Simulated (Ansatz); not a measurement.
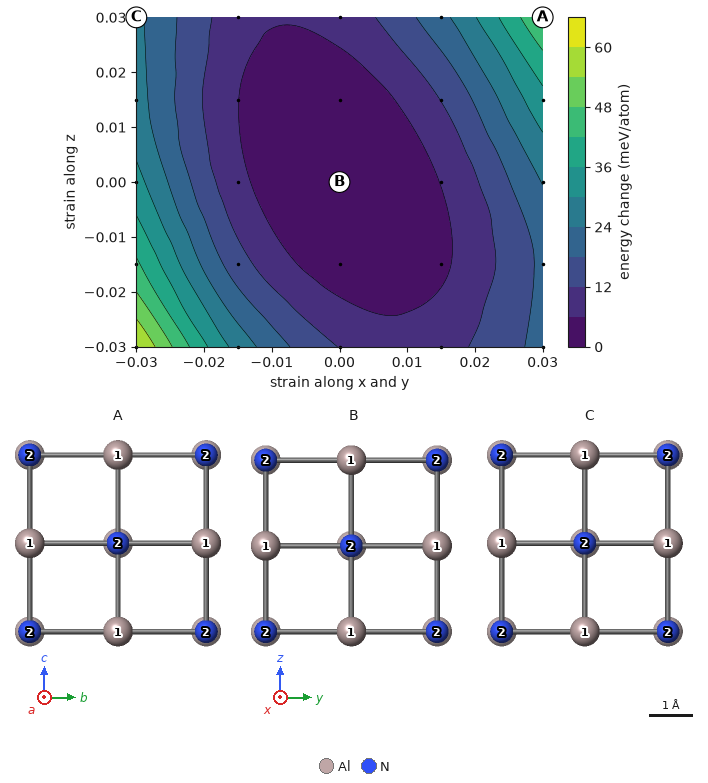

A scan of crystalline AlN (Fm-3m): the cell is strained equally along x and y and separately along z, with the atoms kept at their fractional coordinates. x, y and z are the Cartesian axes of the input. The map is interpolated between the computed points (dots). The lettered frames are marked on it. A ball-and-stick model of the conventional cell (4 times the calculation's cell), seen along the a axis. Lengths and directions refer to the drawn axes.

Computed with Ansatz, DFT PBE, scalar-relativistic, plane waves, PAW. Set-up: plane-wave cutoff 420 eV; k-point mesh 10 × 10 × 10; occupations gaussian; smearing width 0.05 eV; no spin polarisation. Energies (free energies at the smearing named) are counted from the cell as listed in its source, which wasn't relaxed.

Describe the energy landscape.

In pairs of (strain along x and y; strain along z): the lowest computed point lies at (0.000, 0.000) (0.0 meV/atom), the highest at (−0.030, −0.030) (60.3 meV/atom). The valley is tilted: raising the in-plane strain is made harder by raising the strain along z (cross term 0.47 of the geometric mean of the two curvatures). Over the ranges scanned the energy rises more along the first axis, the in-plane strain. The pressure runs from −18.5 GPa at (0.030, 0.030) to 28.0 GPa at (−0.030, −0.030). The frames lie at A (0.030, 0.030): 47.9 meV/atom, B (0.000, 0.000): 0.0 meV/atom, C (−0.030, 0.030): 25.2 meV/atom.
